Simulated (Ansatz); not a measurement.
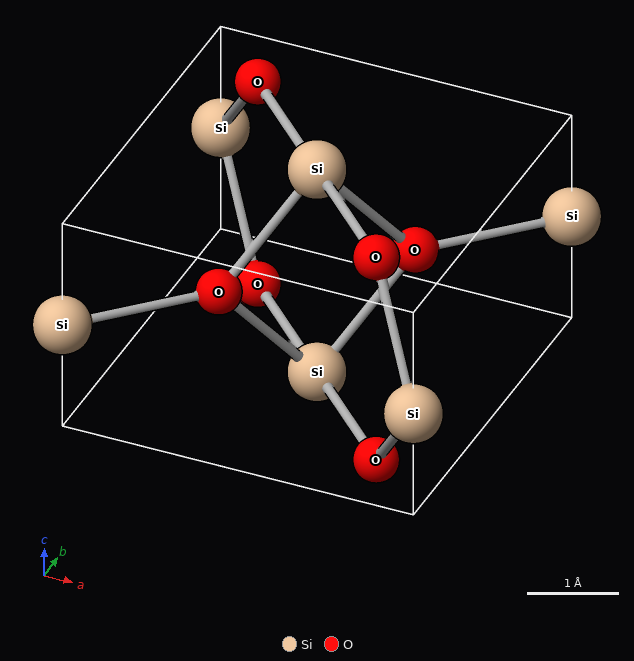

Lattice vibrations of crystalline SiO2 (a generated structure), at the zone centre. The picture is a ball-and-stick view of the cell of the calculation, seen from a free direction.

Theory: Ansatz, DFT PBE, scalar-relativistic, plane waves, PAW. Set-up: plane-wave cutoff 420 eV; k-point mesh 6 × 6 × 8; occupations fixed; no spin polarisation.

Frequencies are those without the non-analytic (LO–TO) term.

Question: List the optical modes.

Answer: The calculation's cell holds 6 atoms, so there are 15 optical modes, in 11 levels. The optical modes span B₁g + 2B₁u + 3E_u + E_g + A₂g + A₂u + A₁g + B₂g. No level is unstable.

```tsv
level	symmetry	frequency (cm⁻¹)	activity
1	B₁g	221	Raman-active
2	B₁u	369	silent
3	E_u	426	infrared-active
4	E_u	532	infrared-active
5	E_g	558	Raman-active
6	A₂g	571	silent
7	A₂u	628	infrared-active
8	A₁g	719	Raman-active
9	B₁u	722	silent
10	E_u	797	infrared-active
11	B₂g	904	Raman-active
```

The modes drawn as arrows (one member of each degenerate set), 6 of the levels:

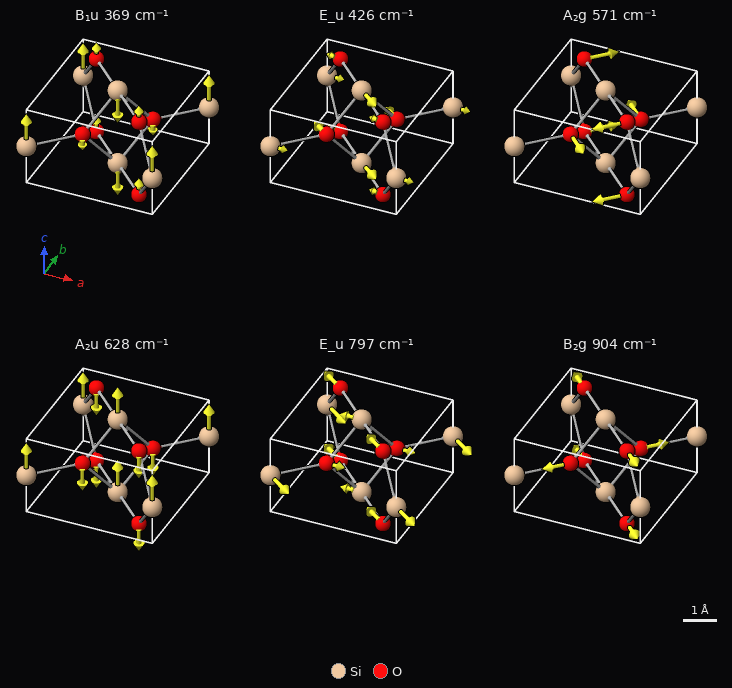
